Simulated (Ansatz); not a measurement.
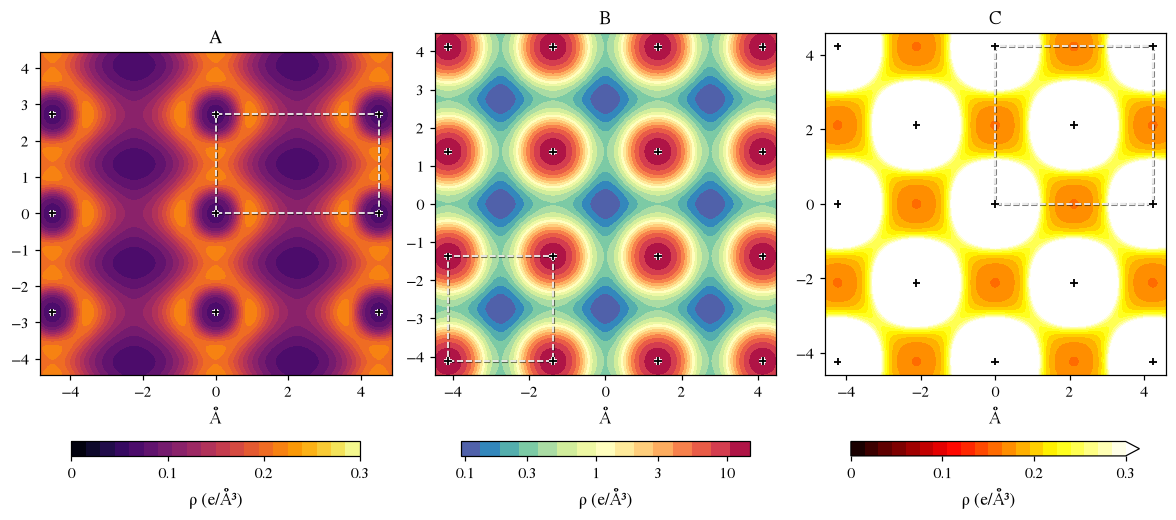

The valence electron density of 3 systems, each on a plane through atoms (crosses mark nuclei in the plane).

All numbers below come from Ansatz, Kohn-Sham DFT of a periodic cell, PBE, Ansatz PAW.

System 1: Al, the (010) plane of the conventional cell. Space group P6/mmm; a generated structure, not necessarily the stable one.

```cif
data_structure
_symmetry_space_group_name_H-M 'P 1'
_symmetry_Int_Tables_number 1
_cell_length_a 4.4916
_cell_length_b 4.4916
_cell_length_c 2.7226
_cell_angle_alpha 90.000
_cell_angle_beta 90.000
_cell_angle_gamma 120.000
_cell_volume 47.57
loop_
_atom_site_label
_atom_site_type_symbol
_atom_site_fract_x
_atom_site_fract_y
_atom_site_fract_z
_atom_site_occupancy
Al1 Al 0.33333 0.66667 0.00000 1
Al2 Al 0.66667 0.33333 0.00000 1
```

System 2: Au, the (010) plane of the conventional cell. Space group Pm-3m; a generated structure, not necessarily the stable one.

```xyz
1
Lattice="2.7484 0.0000 0.0000 0.0000 2.7484 0.0000 0.0000 0.0000 2.7484" Properties=species:S:1:pos:R:3 pbc="T T T"
Au    1.3742    1.3742    1.3742
```

System 3: Nb, the (001) plane of the conventional cell. Space group Fm-3m.

```yaml
crystal:
  lattice:
    - [4.23000, 0.00000, 0.00000]
    - [0.00000, 4.23000, 0.00000]
    - [0.00000, 0.00000, 4.23000]
  atoms:
    - { symbol: Nb, position: [0.00000, 0.00000, 0.00000] }
    - { symbol: Nb, position: [0.50000, 0.50000, 0.00000] }
    - { symbol: Nb, position: [0.50000, 0.00000, 0.50000] }
    - { symbol: Nb, position: [0.00000, 0.50000, 0.50000] }
```

Q: Match each panel to its system.

A: Panel A is system 1, Al: the plane holds Al. Al–Al (2.72 Å): ρ at the midpoint is about 0.21 e/Å³. Panel B is system 2, Au: the plane holds Au. Au–Au (2.75 Å): the density is about 0.35 e/Å³ at the midpoint. Panel C is system 3, Nb: the plane holds Nb. Nb–Nb (2.99 Å): the density is about 0.24 e/Å³ at the midpoint.
